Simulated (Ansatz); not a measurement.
# Ca: what the fields show

```
Ca
1.0
     5.56785    0.00000    0.00000
     0.00000    5.56785    0.00000
     0.00000    0.00000    5.56785
Ca
4
Direct
  0.00000 0.00000 0.00000
  0.50000 0.50000 0.00000
  0.50000 0.00000 0.50000
  0.00000 0.50000 0.50000
```

Space group Fm-3m.

The calculation used DFT, r2SCAN, PAW with Ansatz's default frozen-core files, scalar-relativistic; relaxation of cell and atoms (Ansatz 0.2.0).

In a PAW calculation such maps are meaningful between the atoms, not at the nuclei.

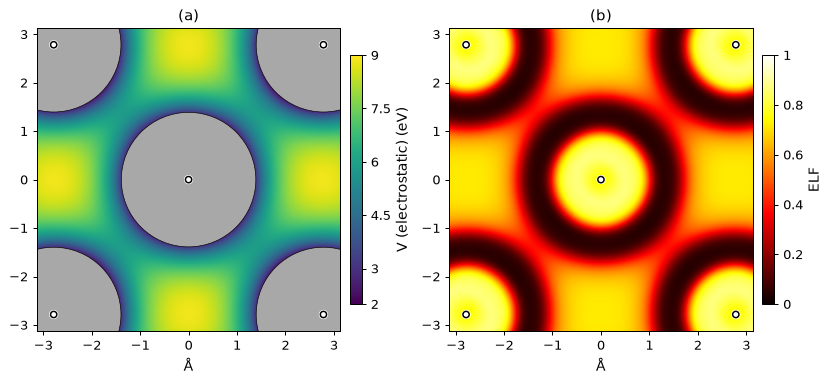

Figure 1. (a) electrostatic potential energy of an electron; (b) ELF on the (010) plane of the conventional cell. Circles mark the nuclei in the plane (Ca). Grey discs cover the atomic cores in the potential map.

What do the fields say about this system?

Atoms in the plane: Ca. Ca–Ca (3.94 Å): the ELF is about 0.40 at the midpoint (no localised pair shows between them). The ELF has a maximum of about 0.70 in the space between the atoms, 2.7 Å from six Ca atoms, on no atom or two-centre bond. The features right at Ca lie inside the PAW spheres, where the map follows smoothed inner orbitals and isn't to be read closely. Outside the cores the potential energy rises away from the atoms and is highest about 2.8 Å from the nearest atoms; its zero is arbitrary.

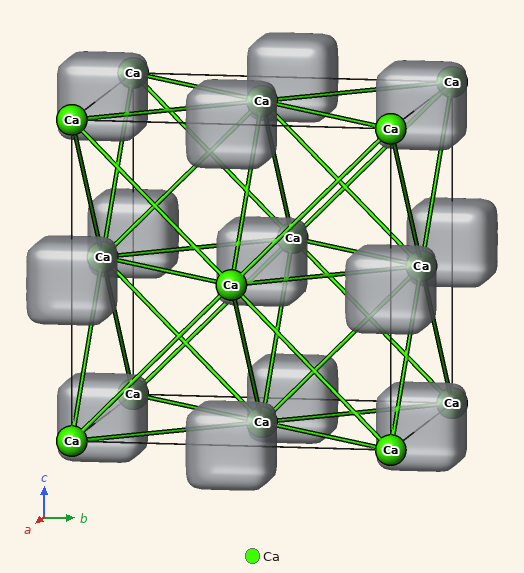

Figure 2. Isosurface of the electron localisation function at 0.65 (grey), seen at an oblique angle. Only the valence region is drawn (cores and ρ < 0.01 e/Å³ removed). Sticks mark near contacts.

Where are the electrons localised?

The surface consists of four pockets between the atoms, centred on no nucleus (multi-centre or interstitial), counted in one cell of 4 atoms. Regions shared between cells count once. There are no localised bonds or lone pairs at this value.

Does the calculation give a band gap?

It is metallic or semimetallic at this level of theory: no gap opens.
